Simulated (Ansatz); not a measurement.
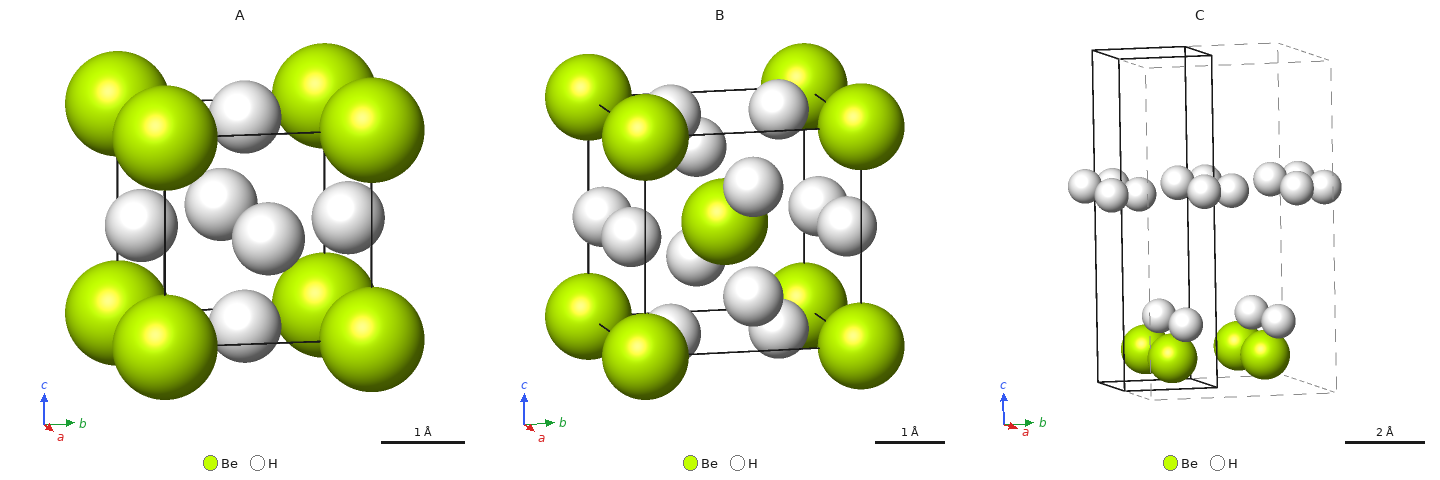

Three structures of BeH3, each relaxed to rest (conventional cells in solid outline, small ones repeated, each panel with its own scale). Method: DFT PBE, scalar-relativistic, plane waves, PAW in Ansatz 0.2.0, without spin polarisation.

Give the type and space group of each panel.

A: Cu₃Au (L1₂) type, Pm-3m; B: Cr₃Si (A15) type, Pm-3n; C: 4 atoms a cell on a primitive monoclinic lattice, Pm.

Rank them by energy, lowest first.

C, then A (+362 meV/atom) and B (+492 meV/atom), energies at zero smearing.

Collect the results in a table.

| panel | structure | E − E(lowest) (meV/atom) | volume (Å³/atom) | gap (eV) |
| --- | --- | --- | --- | --- |
| C | Pm | 0 | 11.3 | metal |
| A | Pm-3m | 362 | 4.2 | metal |
| B | Pm-3n | 492 | 4.4 | metal |

Some of these may be structure types tried for this composition rather than known phases, and the most stable form need not be among them. Gaps are taken on the k-mesh or band path of each run.
